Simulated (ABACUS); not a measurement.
Single-point calculation at one volume of an equation of state, with input and output: HfO2 (part 2 of 2)

The same run, continued: HfO2 (P4₂/nmc, 6 atoms in the cell); Kohn-Sham DFT of a periodic cell, r2SCAN, SG15 ONCV 1.2 PBE, no spin polarisation (ABACUS 3.10.1); cutoff 1319.75 eV, 5×5×3 k-mesh, fermi-dirac of 0.05 eV. The structure derives from a Materials Project entry. It belongs to a series of runs on one base structure; here: volume scaled by 0.98.

Geometry of the input (Å; fractional positions):
```
3.5341  0.0000  0.0000
0.0000  3.5341  0.0000
0.0000  0.0000  5.1371
Hf 0.0000  0.0000  0.0000
Hf 0.5000  0.5000  0.5000
O  0.0000  0.5000  0.1972
O  0.5000  0.0000  0.3028
O  0.5000  0.0000  0.8028
O  0.0000  0.5000  0.6972
```

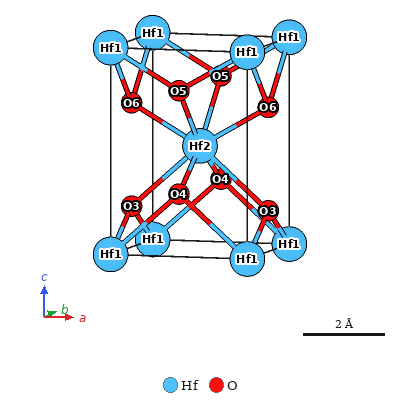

Fig. 1: The input geometry (ball-and-stick view of the cell of the calculation, seen slightly off an axis; atoms are numbered from 1 in the order of the input). An atom can appear more than once, as a periodic image.

**What the program printed, continued**
```
----------------------------------------------------------
 E_KohnSham     -1020.1639698304     -13880.0428839934
 E_Harris       -1025.7571155827     -13956.1415359689
 E_Fermi        1.4083610392         19.1617349744
----------------------------------------------------------

 PW ALGORITHM --------------- ION=   1  ELEC=   2--------------------------------

 Density error is 1.39572318735
                          Error Threshold = 0.0026297924812
----------------------------------------------------------
     Energy           Rydberg                 eV
----------------------------------------------------------
 E_KohnSham     -1020.8128908864     -13888.8719079072
 E_Harris       -1010.9308246452     -13754.4194990141
 E_Fermi        1.5348096206         20.8821561849
----------------------------------------------------------

 PW ALGORITHM --------------- ION=   1  ELEC=   3--------------------------------

 Density error is 0.0353763458444
                          Error Threshold = 0.00183647787809
----------------------------------------------------------
     Energy           Rydberg                 eV
----------------------------------------------------------
 E_KohnSham     -1021.2023949855     -13894.1713830490
 E_Harris       -1021.1658713800     -13893.6744539029
 E_Fermi        1.3947505834         18.9765552233
----------------------------------------------------------

 PW ALGORITHM --------------- ION=   1  ELEC=   4--------------------------------

 Density error is 0.00264390585593
                          Error Threshold = 4.65478234794e-05
----------------------------------------------------------
     Energy           Rydberg                 eV
----------------------------------------------------------
 E_KohnSham     -1021.2133718413     -13894.3207308347
 E_Harris       -1021.3953116502     -13896.7961489282
 E_Fermi        1.5651587421         21.2950771672
----------------------------------------------------------

 PW ALGORITHM --------------- ION=   1  ELEC=   5--------------------------------

 Density error is 0.000566033814373
                          Error Threshold = 3.47882349465e-06
----------------------------------------------------------
     Energy           Rydberg                 eV
----------------------------------------------------------
 E_KohnSham     -1021.2135082855     -13894.3225872532
 E_Harris       -1021.1418673958     -13893.3478629437
 E_Fermi        1.5637213175         21.2755200015
----------------------------------------------------------

 PW ALGORITHM --------------- ION=   1  ELEC=   6--------------------------------

 Density error is 6.70823737206e-06
                          Error Threshold = 7.44781334702e-07
----------------------------------------------------------
     Energy           Rydberg                 eV
----------------------------------------------------------
 E_KohnSham     -1021.2136084374     -13894.3239498900
 E_Harris       -1021.1963124149     -13894.0886254314
 E_Fermi        1.5640684621         21.2802431468
----------------------------------------------------------

 PW ALGORITHM --------------- ION=   1  ELEC=   7--------------------------------

 Density error is 5.82119230797e-07
                          Error Threshold = 8.82662812113e-09
----------------------------------------------------------
     Energy           Rydberg                 eV
----------------------------------------------------------
 E_KohnSham     -1021.2136112637     -13894.3239883435
 E_Harris       -1021.2186804330     -13894.3929579303
 E_Fermi        1.5643946135         21.2846806638
----------------------------------------------------------

 PW ALGORITHM --------------- ION=   1  ELEC=   8--------------------------------

 Density error is 7.90798893969e-08
                          Error Threshold = 7.65946356312e-10
----------------------------------------------------------
     Energy           Rydberg                 eV
----------------------------------------------------------
 E_KohnSham     -1021.2136112858     -13894.3239886441
 E_Harris       -1021.2119683462     -13894.3016353046
 E_Fermi        1.5643350253         21.2838699254
----------------------------------------------------------

 PW ALGORITHM --------------- ION=   1  ELEC=   9--------------------------------

 Density error is 5.89223520568e-10
                          Error Threshold = 1.04052486049e-10
----------------------------------------------------------
     Energy           Rydberg                 eV
----------------------------------------------------------
 E_KohnSham     -1021.2136112965     -13894.3239887894
 E_KS(sigma->0) -1021.2136112965     -13894.3239887894
 E_Harris       -1021.2138095232     -13894.3266858019
 E_band         21.3000280163        289.8017485808
 E_one_elec     -322.9542692636      -4394.0182554115
 E_Hartree      243.3620702670       3311.1108327075
 E_xc           -103.4200670326      -1407.1021991847
 E_Ewald        -838.2013452673      -11404.3143669007
 E_entropy(-TS) -0.0000000000        -0.0000000000
 E_descf        0.0000000000         0.0000000000
 E_exx          0.0000000000         0.0000000000
 E_Fermi        1.5643465639         21.2840269161
----------------------------------------------------------

 charge density convergence is achieved
 final etot is -13894.323989 eV
 EFERMI = 21.284026916 eV

 STATE ENERGY(eV) AND OCCUPATIONS    NSPIN == 1
 1/3 kpoint (Cartesian) = 0.0000 0.0000 0.0000 (7019 pws)
       1       -44.2573      0.0266667
       2       -44.2386      0.0266667
       3       -12.7713      0.0266667
       4       -12.3624      0.0266667
       5       -12.3624      0.0266667
       6       -12.3161      0.0266667
       7       -12.2502      0.0266667
       8       -12.2502      0.0266667
       9       -1.38320      0.0266667
      10       0.205917      0.0266667
      11       0.560496      0.0266667
      12        1.07069      0.0266667
      13        8.57624      0.0266667
      14        8.59729      0.0266667
      15        8.59729      0.0266667
      16        8.61159      0.0266667
      17        8.61159      0.0266667
      18        8.65488      0.0266667
      19        8.67585      0.0266667
      20        8.70224      0.0266667
      21        8.70224      0.0266667
      22        8.70707      0.0266667
      23        8.70884      0.0266667
      24        8.72485      0.0266667
      25        8.72485      0.0266667
      26        8.91947      0.0266667
      27        12.4612      0.0266667
      28        12.9542      0.0266667
      29        13.1644      0.0266667
      30        13.1644      0.0266667
      31        15.1937      0.0266667
      32        15.1937      0.0266667
      33        16.5428      0.0266667
      34        16.5428      0.0266667
      35        17.2424      0.0266667
      36        17.8154      0.0266667
      37        17.8834      0.0266667
      38        17.8834      0.0266667
      39        22.8982    2.54167e-16
      40        23.0591    1.01744e-17
      41        24.2535    4.29592e-28
      42        24.2885    2.13339e-28
      43        25.2684    6.58255e-37
      44        25.9442    8.88273e-43
      45        27.3821    2.87536e-55
      46        27.3821    2.87536e-55

 2/3 kpoint (Cartesian) = 0.056591 0.0000 0.0000 (6999 pws)
       1       -44.2534       0.106667
       2       -44.2382       0.106667
       3       -12.7125       0.106667
       4       -12.4708       0.106667
       5       -12.3759       0.106667
       6       -12.3470       0.106667
       7       -12.3339       0.106667
       8       -12.2561       0.106667
       9       -1.03030       0.106667
      10       0.283327       0.106667
      11       0.540835       0.106667
      12       0.949365       0.106667
      13        8.56644       0.106667
      14        8.60092       0.106667
      15        8.60194       0.106667
      16        8.61264       0.106667
      17        8.62711       0.106667
      18        8.64162       0.106667
      19        8.67339       0.106667
      20        8.69047       0.106667
      21        8.69221       0.106667
      22        8.70146       0.106667
      23        8.71461       0.106667
      24        8.71565       0.106667
      25        8.72735       0.106667
      26        8.86263       0.106667
      27        12.4683       0.106667
      28        13.1231       0.106667
      29        13.4485       0.106667
      30        14.2020       0.106667
      31        14.7540       0.106667
      32        15.2146       0.106667
      33        16.1778       0.106667
      34        16.2761       0.106667
      35        17.1755       0.106667
      36        17.2078       0.106667
      37        17.6874       0.106667
      38        17.8759       0.106667
      39        23.3845    6.07291e-20
      40        23.5235    3.77007e-21
      41        23.9974    2.88611e-25
      42        24.3100    5.55334e-28
      43        26.0927    1.81982e-43
      44        26.1835    2.96283e-44
      45        26.8056    1.17099e-49
      46        27.4399    3.61711e-55

 3/3 kpoint (Cartesian) = 0.11318 0.0000 0.0000 (6981 pws)
       1       -44.2453       0.106667
       2       -44.2394       0.106667
       3       -12.6215       0.106667
       4       -12.6115       0.106667
       5       -12.5397       0.106667
       6       -12.4178       0.106667
       7       -12.3113       0.106667
       8       -12.2766       0.106667
       9      -0.314756       0.106667
      10       0.182345       0.106667
      11       0.575605       0.106667
      12       0.752688       0.106667
      13        8.57038       0.106667
      14        8.59800       0.106667
      15        8.61013       0.106667
      16        8.61366       0.106667
      17        8.62635       0.106667
      18        8.63592       0.106667
      19        8.67092       0.106667
      20        8.67724       0.106667
      21        8.67754       0.106667
      22        8.67886       0.106667
      23        8.72228       0.106667
      24        8.72799       0.106667
      25        8.73139       0.106667
      26        8.76489       0.106667
      27        13.1540       0.106667
      28        13.3127       0.106667
      29        14.2278       0.106667
      30        14.3455       0.106667
      31        15.2725       0.106667
      32        15.3655       0.106667
      33        15.4227       0.106667
      34        15.8814       0.106667
      35        16.0756       0.106667
      36        16.9012       0.106667
      37        17.6961       0.106667
      38        17.8642       0.106667
      39        23.3622    9.49297e-20
      40        23.4567    1.43417e-20
      41        24.2447    2.05021e-27
      42        24.3741    1.54101e-28
      43        25.6330    1.79274e-39
      44        26.3614    8.45056e-46
      45        27.2561    1.42837e-53
      46        27.6011    1.44049e-56

------------------------------------------------------------------------------------------
 TOTAL-FORCE (eV/Angstrom)
------------------------------------------------------------------------------------------
                       Hf1         0.0000000000         0.0000000000         0.0000000000
                       Hf2         0.0000000000         0.0000000000         0.0000000000
                        O1         0.0000000000         0.0000000000         0.0194853564
                        O2         0.0000000000         0.0000000000        -0.0194853564
                        O3         0.0000000000         0.0000000000        -0.0194853564
                        O4         0.0000000000         0.0000000000         0.0194853564
------------------------------------------------------------------------------------------

----------------------------------------------------------------
 TOTAL-STRESS (KBAR)
----------------------------------------------------------------
        24.7764654092         0.0000000000         0.0000000000
         0.0000000000        24.7764654092         0.0000000000
         0.0000000000         0.0000000000        21.8918427809
----------------------------------------------------------------
 TOTAL-PRESSURE: 23.814925 KBAR

 --------------------------------------------
 !FINAL_ETOT_IS -13894.3239887894269486 eV
 --------------------------------------------
```

**Standard output**
```
ABACUS v3.10.1

               Atomic-orbital Based Ab-initio Computation at UStc

Local thread limit: 64
 dft_functional readin is: MGGA_X_R2SCAN+MGGA_C_R2SCAN
 dft_functional in pseudopot file is: PBE
 Please make sure this is what you need
 dft_functional readin is: MGGA_X_R2SCAN+MGGA_C_R2SCAN
 dft_functional in pseudopot file is: PBE
 Please make sure this is what you need

%%%%%%%%%%%%%%%%%%%%%%%%%%%%%%%%%%%%%%%%%%%%%%%%%%%%%%%%%%%%%%%%%%%%%%%%%%%%%%%%%%%%%%%%%%%%%%%%%%%%%%%%%
 Warning: the number of valence electrons in pseudopotential > 4 for Hf: [Xe] 4f14 5d2 6s2
 Pseudopotentials with additional electrons can yield (more) accurate outcomes, but may be less efficient.
 If you're confident that your chosen pseudopotential is appropriate, you can safely ignore this warning.
%%%%%%%%%%%%%%%%%%%%%%%%%%%%%%%%%%%%%%%%%%%%%%%%%%%%%%%%%%%%%%%%%%%%%%%%%%%%%%%%%%%%%%%%%%%%%%%%%%%%%%%%%

 UNIFORM GRID DIM        : 45 * 45 * 64
 UNIFORM GRID DIM(BIG)   : 45 * 45 * 64
func,idMGGA_X_R2SCAN 497
func,idMGGA_C_R2SCAN 498
 ---------------------------------------------------------
 Self-consistent calculations for electrons
 ---------------------------------------------------------
 SPIN    KPOINTS         PROCESSORS  THREADS
 1       12              4           4
 ---------------------------------------------------------
 Use plane wave basis
 ---------------------------------------------------------
 ELEMENT NATOM       XC
 Hf      2
 O       4
 ---------------------------------------------------------
 Initial plane wave basis and FFT box
 ---------------------------------------------------------
 -------------------------------------------
 SELF-CONSISTENT :
 -------------------------------------------
 START CHARGE      : atomic
 ITER       ETOT/eV          EDIFF/eV         DRHO         DKIN     TIME/s
 DA1     -1.38800429e+04   0.00000000e+00   1.9986e+00   6.3786e-01  22.71
 DA2     -1.38888719e+04  -8.82902391e+00   1.3957e+00   5.5092e-01   7.69
 DA3     -1.38941714e+04  -5.29947514e+00   3.5376e-02   2.0550e-02   6.87
 DA4     -1.38943207e+04  -1.49347786e-01   2.6439e-03   2.5692e-02   7.77
 DA5     -1.38943226e+04  -1.85641856e-03   5.6603e-04   6.9061e-03   5.53
 DA6     -1.38943239e+04  -1.36263673e-03   6.7082e-06   1.6525e-03   7.82
 DA7     -1.38943240e+04  -3.84534970e-05   5.8212e-07   1.4660e-04   7.75
 DA8     -1.38943240e+04  -3.00647788e-07   7.9080e-08   5.4985e-05   6.80
 DA9     -1.38943240e+04  -1.45308432e-07   5.8922e-10   1.6191e-05   6.90
----------------------------------------------------------------
 TOTAL-STRESS (KBAR)
----------------------------------------------------------------
        24.7764654092         0.0000000000         0.0000000000
         0.0000000000        24.7764654092         0.0000000000
         0.0000000000         0.0000000000        21.8918427809
----------------------------------------------------------------
 TOTAL-PRESSURE: 23.814925 KBAR
```
